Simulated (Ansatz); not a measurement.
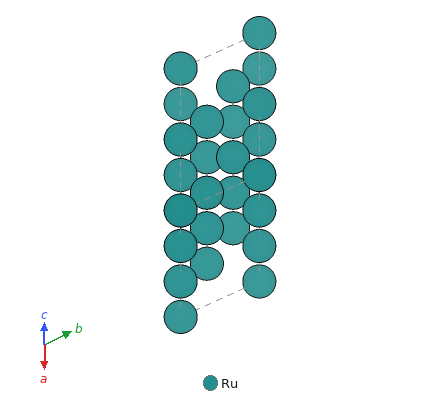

The structure, seen along [102]; the drawing may span several cells.

Structure (in its standard cell), the input geometry of an electronic-structure calculation (not necessarily at equilibrium); the starting structure was generated, so it need not be a known form of this composition:

```
Ru
1.0
     4.19869    0.00000    0.00000
    -2.09934    3.63617    0.00000
     0.00000    0.00000    2.63430
Ru
3
Direct
  0.00000 0.00000 0.00000
  0.33333 0.66667 0.50000
  0.66667 0.33333 0.50000
```

What does the kinematic electron diffraction pattern along [102] look like at 80 kV (B = 0.5 Å²)?

The spots form a rectangular net whose two shortest vectors correspond to d = 3.64 Å and 1.64 Å, 90.0° apart. They are 0 -1 0 (itself too weak to see) and -2 1 1. The pattern has symmetry 2mm. Reflections such as 0 1 0, 0 2 0, 0 4 0 are allowed but too weak to see at this display level.

Strongest reflections with d > 0.80 Å, one of each family (|F|² from tabulated Gaussian fits of the electron scattering factors, times a small damping for the curvature of the Ewald sphere):

```
    hkl  d (Å)  I (strongest = 100)
  0 3 0  1.212                  100
 2 0 -1  1.496                   77
 2 1 -1  1.218                   45
4 -2 -2  0.821                   26
2 -1 -1  1.642                   24
 2 2 -1  0.975                    6
```

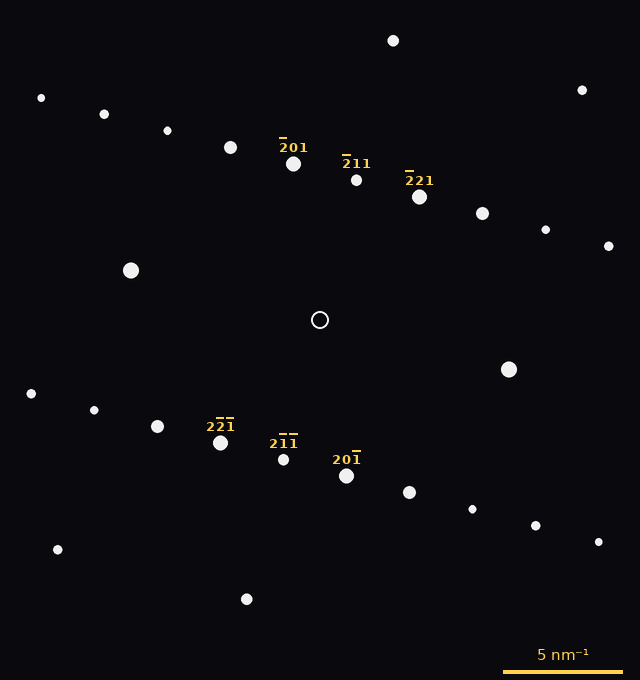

Calculated pattern, seen from the source side with [102] pointing towards the source.
